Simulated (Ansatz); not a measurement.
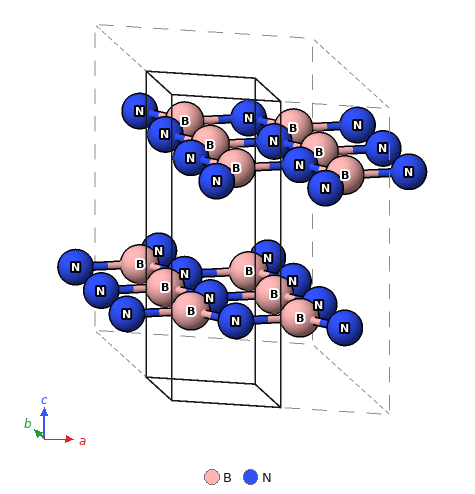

We look at a ball-and-stick model of the crystal slightly off an axis. The structure is repeated 2×3×1 times; solid lines mark one conventional unit cell. Some neighbours outside the box are added.

In words:

Chemical formula BN. Space group P6_3/mmc (No. 194), lattice primitive hexagonal. One cell contains 2 B, 2 N, 4 atoms in all. Each B has three N in a trigonal planar arrangement. Each N has three B in a trigonal planar arrangement. The bonds build BN layers parallel to (001).

Origin of the cell: a structure listed in the Materials Project. The final geometry of a relaxation with DFT r2SCAN, scalar-relativistic, plane waves, PAW in Ansatz is shown.
